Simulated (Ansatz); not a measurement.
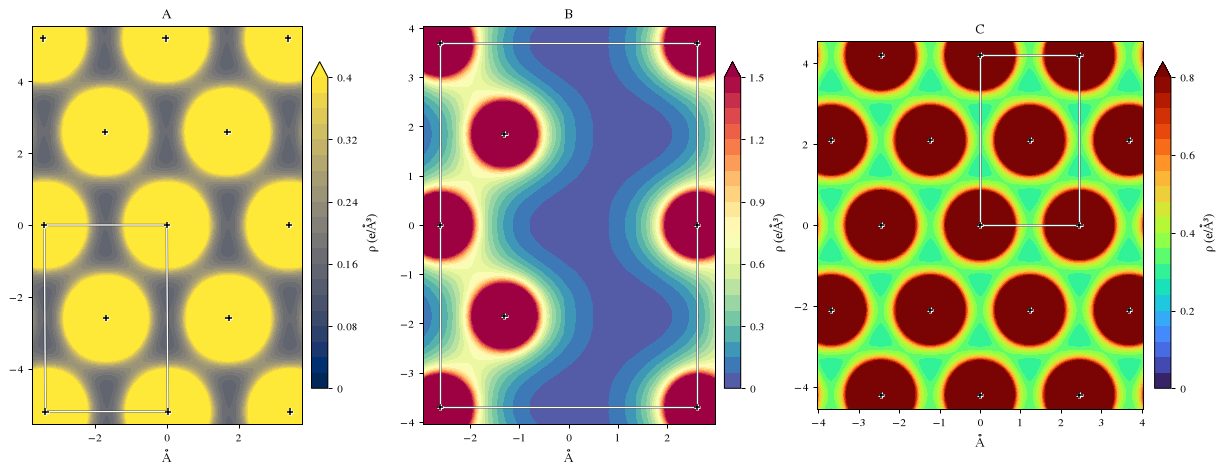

The valence charge density (pseudo) of 3 systems, each on a plane through atoms (crosses mark nuclei in the plane).

All numbers below come from Ansatz, Kohn-Sham DFT of a periodic cell, PBEsol, Ansatz PAW.

System 1: Ni, the (011) plane of the conventional cell. Space group I4/mmm; a structure from a database of computed crystals, not necessarily the ambient phase; spin-polarised.

```xyz
2
Lattice="1.7376 -1.7376 0.0000 1.7376 1.7376 0.0000 0.0000 0.0000 3.4056" Properties=species:S:1:pos:R:3 pbc="T T T"
Ni    0.0000    0.0000    0.0000
Ni    1.7376    0.0000    1.7028
```

System 2: Bi, the (11̄0) plane of the standardised cell. Space group C2/m; a structure from a database of computed crystals, not necessarily the ambient phase; computed pressure about 30 GPa in this cell.

System 3: Ge, the (110) plane of the conventional cell. Space group Fd-3m; computed pressure about 30 GPa in this cell.

```
Ge
1.0
     5.22449    0.00000    0.00000
     0.00000    5.22449    0.00000
     0.00000    0.00000    5.22449
Ge
8
Direct
  0.25000 0.25000 0.25000
  0.75000 0.75000 0.25000
  0.75000 0.25000 0.75000
  0.25000 0.75000 0.75000
  0.00000 0.00000 0.00000
  0.50000 0.50000 0.00000
  0.50000 0.00000 0.50000
  0.00000 0.50000 0.50000
```

Question: Match each panel to its system.

Answer: Panel A is system 2, Bi: the plane holds Bi. Bi–Bi (3.10 Å): ρ at the midpoint is about 0.25 e/Å³. Panel B is system 3, Ge: the plane holds Ge. Ge–Ge (2.26 Å): ρ is about 0.67 e/Å³ halfway. Panel C is system 1, Ni: the plane holds Ni. Ni–Ni (2.43 Å): ρ is about 0.36 e/Å³ halfway.
